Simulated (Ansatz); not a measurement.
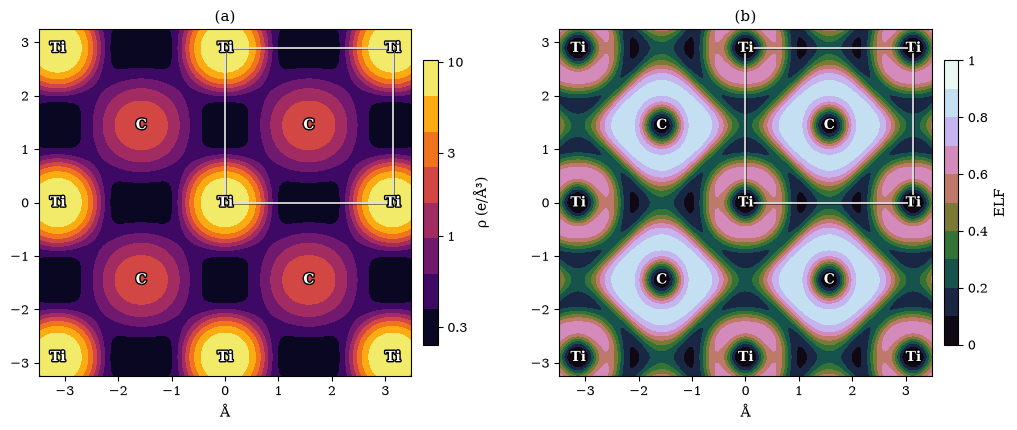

Figure. TiC. (a) valence pseudo-density; (b) electron localisation function on the (010) plane of the conventional cell.

Space group Cmmm; a structure generated by program, which may or may not match a known phase; computed without spin polarisation.

Computed with DFT PBE, scalar-relativistic, plane waves, PAW (Ansatz 0.2.0).

Read the bonding off the picture.

- Atoms in the plane: Ti and C.
- Ti–C (2.13 Å): the density is about 0.56 e/Å³ at the midpoint; the ELF peaks at about 0.85 in the valence shell of C, 0.7 Å from its nucleus, and is about 0.30 at the midpoint.
- Ti–Ti (2.89 Å): ρ at the midpoint is about 0.24 e/Å³; the ELF is about 0.25 at the midpoint: no shared electron pair shows on this line.
- Between the atoms the lowest density in this plane is 0.24 e/Å³.
- The features right at Ti lie inside the PAW spheres, where the map follows smoothed inner orbitals and isn't to be read closely.
